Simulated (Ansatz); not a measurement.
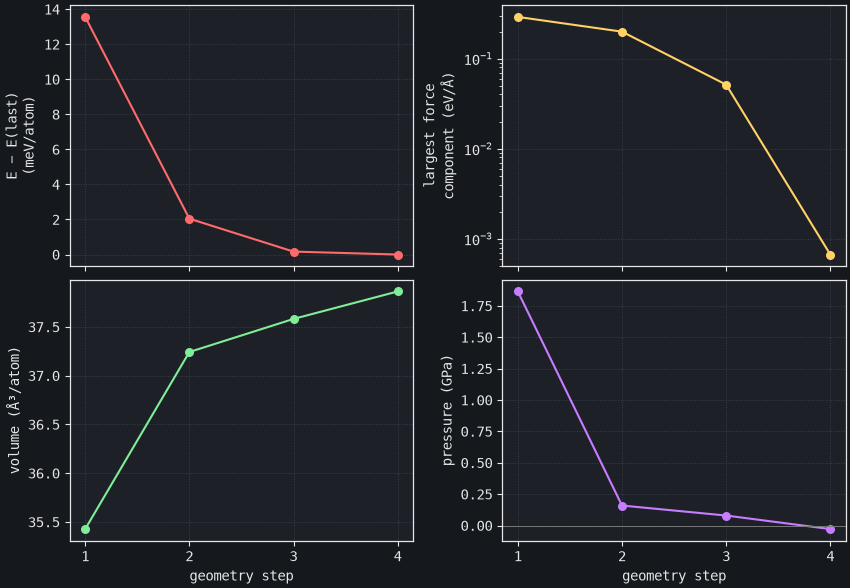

History of a geometry optimisation. The run: Cs2AgBiBr6 (Fm-3m, 10 atoms in the cell), by DFT, PBE, plane waves, PAW in Ansatz 0.2.0; cutoff 420 eV, 4×4×4 k-mesh, Fermi–Dirac smearing of 0.02 eV. Atoms and cell relax. A closing SCF on a freshly chosen basis isn't drawn.

The optimisation met its thresholds at geometry 4, counting the start as the first. The energy fell by about 14 meV/atom from the first step to the last. The largest force component goes from about 0.29 eV/Å at the start to 7 × 10⁻⁴ eV/Å at the end. The volume grows from 35.4 to 37.9 Å³ per atom (+7 %), as the pressure goes from 1.9 GPa to about 0 GPa.
